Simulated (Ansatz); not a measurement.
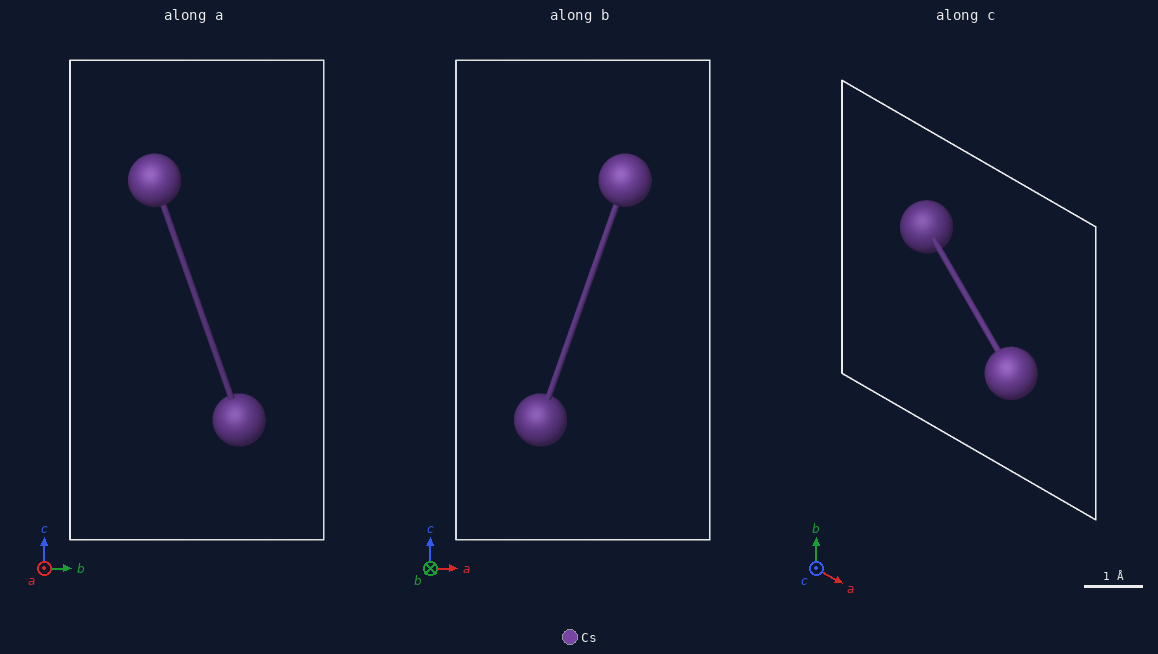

The image is a ball-and-stick drawing of a crystal, viewed along the a axis, along the b axis and along the c axis. Lines trace the edges of the conventional unit cell.

Lattice parameters: a = 5.1384 Å, b = 5.1384 Å, c = 8.4112 Å, α = 90.000°, β = 90.000°, γ = 120.000°.

From the views, write a CIF in P1 with every atom of the cell.

Answer.
```cif
data_structure
_symmetry_space_group_name_H-M 'P 1'
_symmetry_Int_Tables_number 1
_cell_length_a 5.1384
_cell_length_b 5.1384
_cell_length_c 8.4112
_cell_angle_alpha 90.000
_cell_angle_beta 90.000
_cell_angle_gamma 120.000
_cell_volume 192.33
loop_
_atom_site_label
_atom_site_type_symbol
_atom_site_fract_x
_atom_site_fract_y
_atom_site_fract_z
_atom_site_occupancy
Cs1 Cs 0.3333 0.6667 0.2500 1
Cs2 Cs 0.6667 0.3333 0.7500 1
```

Origin of the cell: a structure type filled with this element by a generator (whether the element takes this form wasn't checked). Earlier steps of the study may have refined or changed the cell and positions. A calculation with Ansatz used it as input.
